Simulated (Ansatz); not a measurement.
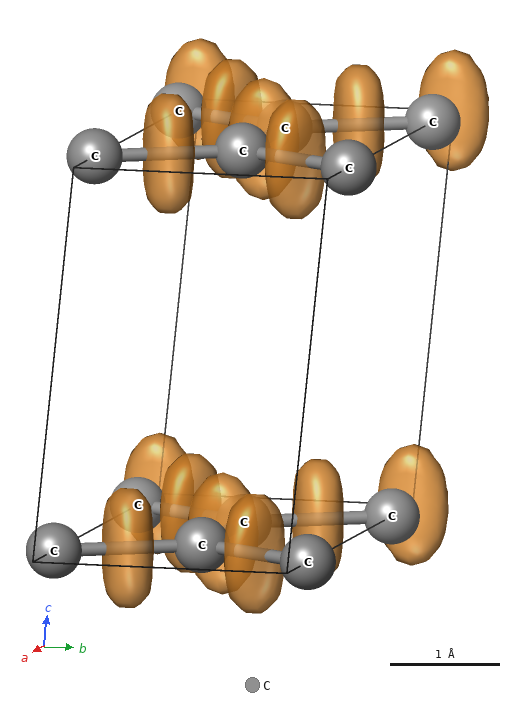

Figure 1: C. Isosurface of the electron localisation function at 0.85 (orange), seen slightly off an axis. Core shells and regions of very low density are left out. Sticks mark near contacts.

Space group C2/m; a structure from a database of computed crystals, not necessarily the ambient phase; computed pressure about 6 GPa in this cell.

Theory: Kohn-Sham DFT of a periodic cell, r2SCAN, Ansatz PAW in Ansatz.

In a PAW calculation such maps are meaningful between the atoms, not at the nuclei.

**Where are the electrons localised?**

The ELF exceeds this value in six regions between bonded C–C atoms (shared pairs), counted in one cell of 4 atoms. Any copies at cell faces, edges or corners count once. Along the contacts the grid gives the following. C–C (1.41 Å): the ELF peaks at about 0.95 between the atoms: a covalent bond.
